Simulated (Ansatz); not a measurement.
Single-point calculation of HgH

System: HgH (6 atoms in the cell).
Method: DFT PBE, scalar-relativistic, plane waves, PAW, no spin polarisation (Ansatz 0.2.0).

The structure was built on a prototype by a generator; it need not be a known phase. It belongs to a series of runs on one base structure; here: CoSn type (P6/mmm, No. 191). Figures and captions count atoms from 1; the log counts them from 0 in places.

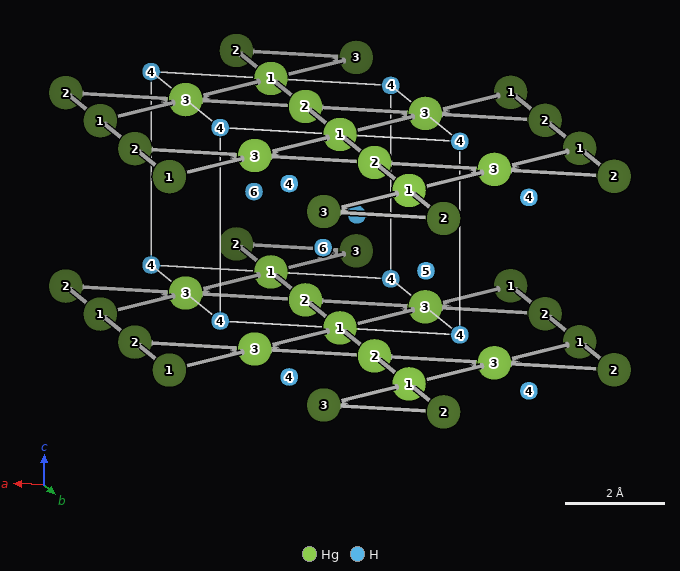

Figure 1. The structure as given in the input (ball-and-stick view of the cell of the calculation, repeated 1 × 2 × 1, seen at an oblique angle; neighbours outside the cell are drawn fainter; atoms are numbered from 1 in the order of the input).

**The input**
```yaml
crystal:
  lattice:
    - [5.0344439966, 0.0, 0.0]
    - [-2.5172219983, 4.359956395, 0.0]
    - [0.0, 0.0, 4.0618809518]
  atoms:
    - { symbol: Hg, position: [0.5, 0.0, 0.0] }
    - { symbol: Hg, position: [0.5, 0.5, 0.0] }
    - { symbol: Hg, position: [0.0, 0.5, 0.0] }
    - { symbol: H, position: [0.0, 0.0, 0.0] }
    - { symbol: H, position: [0.3333333333, 0.6666666667, 0.5] }
    - { symbol: H, position: [0.6666666667, 0.3333333333, 0.5] }
basis:
  ecutwfc: 420
kpoints:
  mp_grid: { grid: [6, 6, 4] }
hamiltonian:
  xc: pbe
scf:
  occupations: { method: gaussian, width: 0.1 }
  lower_state_search: "off"
output:
  forces: true
  stress: true
  eigenvalues: true
```

Machine: 1 thread of Intel Xeon (Sapphire Rapids), 192 GiB of memory available, shared host.

Launched with:
```bash
ansatz run input.yaml --threads 1 --pin off --max-ram 2560MiB --backend cpu --events-out ev --progress --plain --runs-dir out
```

**Output**
```
Engine: ansatz 0.2.0, x86_64-unknown-linux-gnu
Pseudopotentials: kind: paw
Pseudopotential: Hg, paw, valence charge 20, recommended cutoff 420 eV (normal), Hg.paw.azcp
Pseudopotential: H, paw, valence charge 1, recommended cutoff 420 eV (normal), H.paw.azcp
Functional definition: PBE
  parameter kappa = 0.804
  parameter beta = 0.06672455060314922
  exchange = pbe_x(kappa = kappa, mu = beta*pi^2/3)
  correlation = pbe_c(beta = beta)
Crystal: 6 atoms, lattice volume = 89.158 Å³
Basis set: ecut = 420 eV, 1699 PW (Γ), exchange–correlation on 72×72×60 points (8 copies of the dense FFT grid, shifted against one another)
Bands: 38, of which v1, the nominal top of the filled ones, is band 32 counted from 1 (31 counted from 0)
Symmetry: 24 space group operations
Space group: P6/mmm (ITA 191), of the structure as read, at distance tolerance 4.5e-5 Å
k-points: 21 of 144
Non-local potential: Hg, projectors of the file, l = 0: 3, l = 1: 2, l = 2: 2, l = 3: 1
Non-local potential: H, projectors of the file, l = 0: 2, l = 1: 1
PAW form: soft (Blöchl's): semilocal exchange-correlation on the pseudo side does not see the compensation charge
PAW one-centre angular grid: Hg, 590 points (default); XC on 64 Gauss nodes
PAW one-centre angular grid: H, 110 points (default); XC on 64 Gauss nodes
Initial density: superposition of atomic densities (neutral atoms: chi_scale 0, normalization atom), corrected by the library's trained network
Initial wavefunctions: pseudopotential atomic-orbital guess
Functional: x = pbe(κ = 0.804, μ = 0.2195149727645171), c = pbe(β = 0.06672455060314922)
SCF iter   1: F=—  HF=-41480.787527 eV  |F-HF|=—  |Δ(HF+E_count)|=         —  Δρ=6.54e-3  dr2=6.43e-2  ethr=1.77e-3  ⟨swp⟩=6.2  Hψ=3166  notcnv=0  defer=1
preconditioner: auto → LDOS  [metal: Δε(μ)=0.061 eV  Ē_g=11.512 eV  σ=0.100 eV  W_gap=0.33  n_scr=26 (ndim 8)  ℏωp=24.6 eV  f_vac=0.124  D(μ)=1.78/eV (n_scr^D=8)  β→1.0]
SCF iter   2: F=—  HF=-41480.773175 eV  |F-HF|=—  |Δ(HF+E_count)|=   1.44e-2  Δρ=1.61e-3  dr2=1.80e-3  ethr=1.02e-4  ⟨swp⟩=2.2  Hψ=1190  notcnv=0  defer=9
SCF iter   3: F=—  HF=-41480.773498 eV  |F-HF|=—  |Δ(HF+E_count)|=   3.23e-4  Δρ=1.08e-3  dr2=9.17e-4  ethr=2.85e-6  ⟨swp⟩=2.0  Hψ=1401  notcnv=0  defer=9
SCF iter   4: F=—  HF=-41480.773196 eV  |F-HF|=—  |Δ(HF+E_count)|=   3.01e-4  Δρ=1.90e-4  dr2=3.66e-5  ethr=1.46e-6  ⟨swp⟩=2.2  Hψ=1318  notcnv=0  defer=9
SCF iter   5: F=—  HF=-41480.773202 eV  |F-HF|=—  |Δ(HF+E_count)|=   5.33e-6  Δρ=3.65e-5  dr2=1.49e-6  ethr=5.82e-8  ⟨swp⟩=2.0  Hψ=1173  notcnv=0  defer=9
SCF iter   6: F=-41480.773202 eV  HF=-41480.773202 eV  |F-HF|=1.95e-8  |Δ(HF+E_count)|=   1.57e-7  Δρ=9.78e-6  dr2=8.36e-8  ethr=1.59e-10  ⟨swp⟩=8.6  Hψ=3710  notcnv=0
SCF 1 converged in 6 iterations: F = -41480.773202 eV  dr2 = 8.36e-8
  greatest PAW one-centre occupation: 1.000 electrons in one spin orbital (limit 2), on the Hg atom at site 2 (counted from 0), in its partial waves of l = 0
```

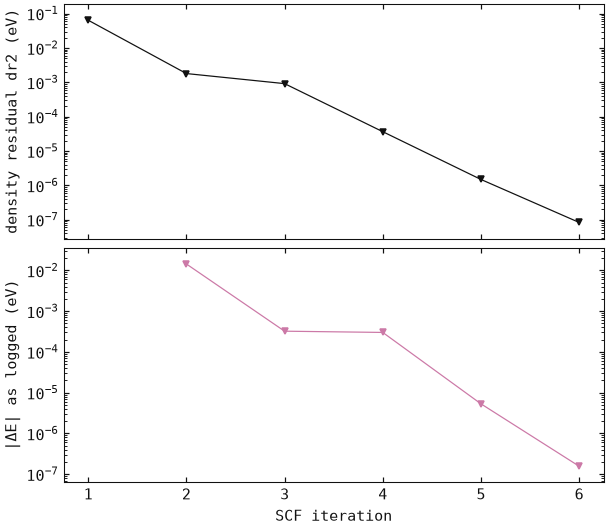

Figure 2. Convergence of the self-consistent field: density residual dr2 and size of the energy change against the SCF iteration. The residual falls at every step.

```
SCF converged after 6 iterations
Free energy (F): -41480.773202 eV
Harris-Foulkes:  -41480.773202 eV  (|F-HF|=1.95e-8)
Internal energy: -41480.762439 eV  (E = F + TS)
E sigma→0 (E₀):  -41480.767820 eV
Entropy (-TS):   -0.010762 eV (-1.794 meV/atom)
Fermi energy:    12.184409 eV
--- Per-component energies (eV) ---
  E_band       = -1384.794025
  E_kinetic    = 1860.391285
  E_local      = -10271.601542  (includes V_loc(G=0)·N_el)
  E_nonlocal   = 218.823711
  E_hartree    = 4478.995910
  E_xc         = -691.500996
  E_vxc        = -826.560884  (∫ρ·V_xc dr)
  E_paw        = -29833.788489  (= ΣΔE_a)
  E_vpaw       = -1323.842588  (= ΣTr[D̂ρ^β])
  E_aug_tail   = -0.000504  (compensation charges beyond the density's cutoff)
  E_ewald      = -7242.081814
  E_smearing   = -0.010762  (= −TS)
  E_closure    = -0.000000  (closes the sum)
  Σ components = -41480.773202   (vs F -41480.773202, Δ=0.00e0)
--- Forces (eV/Å), atoms counted from 1 ---
  atom   1  Hg    -0.00000000    -0.00000000     0.00000000
  atom   2  Hg     0.00000000    -0.00000000     0.00000000
  atom   3  Hg     0.00000000     0.00000000     0.00000000
  atom   4  H     -0.00000000     0.00000000     0.00000000
  atom   5  H      0.00000000     0.00000000    -0.00000000
  atom   6  H     -0.00000000    -0.00000000     0.00000000
  max |Σ_I F_I| component: 7.23e-20 eV/Å
--- Stress (GPa, compression-positive) ---
       34.527335      -0.000000      -0.000000
       -0.000000      34.527335       0.000000
       -0.000000       0.000000       2.040027
  P = ⅓ Tr σ = 23.6982 GPa (236.982 kbar)
--- Band table (eV; the first three rows and the last of 21) ---
  k-point 0: bands = ["-104.0230", "-103.9914", "-103.9914", "-52.9614", "-52.6507", "-52.6507", "-52.3824", "-52.3824", "-52.3540", "-52.3450", "-52.3000", "-52.3000", "-0.6255", "1.3902", "1.3902", "2.1199", "2.1627", "3.1140", "3.5279", "3.5279", "4.8338", "4.8338", "5.2779", "5.3030", "5.3030", "5.5161", "5.5161", "7.2251", "8.1658", "11.0938", "12.7304", "12.7304", "13.2675", "14.0653", "14.0739", "14.0739", "15.2103", "20.5897"]
  k-point 1: bands = ["-104.0230", "-103.9914", "-103.9914", "-52.9614", "-52.6507", "-52.6507", "-52.3824", "-52.3824", "-52.3543", "-52.3450", "-52.3002", "-52.3002", "-0.5571", "1.3947", "1.3947", "1.9395", "2.1608", "3.4684", "3.4684", "3.6847", "4.9459", "4.9459", "5.2651", "5.3725", "5.3725", "5.5039", "5.5039", "7.2253", "8.8383", "9.1493", "12.0757", "13.1021", "13.1021", "13.9859", "14.3833", "14.3833", "16.9161", "18.3625"]
  k-point 2: bands = ["-104.0230", "-103.9914", "-103.9914", "-52.9614", "-52.6507", "-52.6507", "-52.3824", "-52.3824", "-52.3546", "-52.3450", "-52.3004", "-52.3004", "-0.4928", "1.3992", "1.3992", "1.7444", "2.1941", "3.4107", "3.4107", "5.0245", "5.0257", "5.0257", "5.2524", "5.4863", "5.4863", "5.4919", "5.4919", "6.3080", "7.2254", "11.1891", "11.7407", "12.1437", "13.5268", "13.5268", "15.3522", "15.3522", "15.9594", "15.9594"]
  k-point 20: bands = ["-104.0072", "-104.0072", "-103.9914", "-52.7486", "-52.7486", "-52.5321", "-52.5031", "-52.4246", "-52.4246", "-52.3275", "-52.3275", "-52.3005", "1.8901", "1.8901", "2.1228", "2.8716", "2.8716", "3.4347", "3.4347", "3.6493", "4.3429", "4.5080", "4.5080", "4.6893", "4.6893", "5.0312", "5.2116", "6.6616", "6.6616", "7.5242", "9.0431", "9.0431", "13.9426", "14.4097", "18.1084", "18.1084", "18.3997", "18.3997"]
```

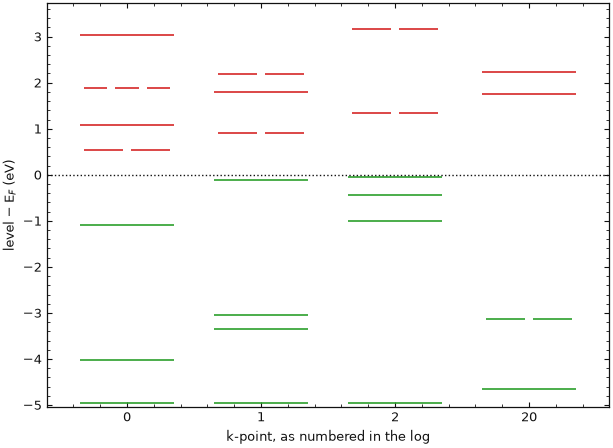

Figure 3. Kohn–Sham levels near the Fermi level (dotted) at the few k-points that the log prints; levels within 0.02 eV of each other stand side by side. The system is metallic on the full mesh.

**Results in brief**

```tsv
quantity	value
outcome	converged
space group (tolerance 0.01 Å)	P6/mmm (191)
electrons treated	63
free energy	−41480.7732 eV
Fermi energy	12.184 eV
gap on the k-point mesh	none (metallic)
pressure	23.70 GPa
largest force (length of the vector)	under 0.001 eV/Å
wall time	2.8 s
peak memory	0.39 GiB
```

**Notes**

Spin–orbit coupling is left out, which matters for Hg.
